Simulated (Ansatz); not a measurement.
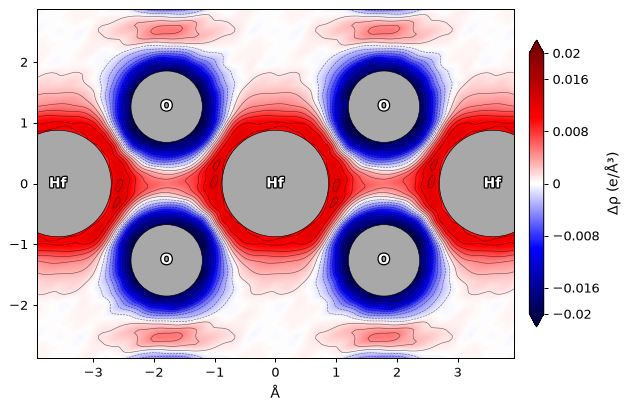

HfO2. Difference of the valence pseudo-densities of two functionals at the same geometry, on the (011̄) plane of the calculation cell: PBE less r2SCAN.

Both computed with Ansatz (plane waves, PAW), on the same k-point mesh. Grey discs cover the atomic cores.

### Where does the change of functional move the electrons?

Against r2SCAN, PBE gives more density around Hf (+0.008 e/Å³ on average at 1.2 Å from the nucleus), less density around O (−0.014 e/Å³ on average at 0.7 Å from the nucleus) and a change of +0.009 e/Å³ at the midpoint of Hf–O.
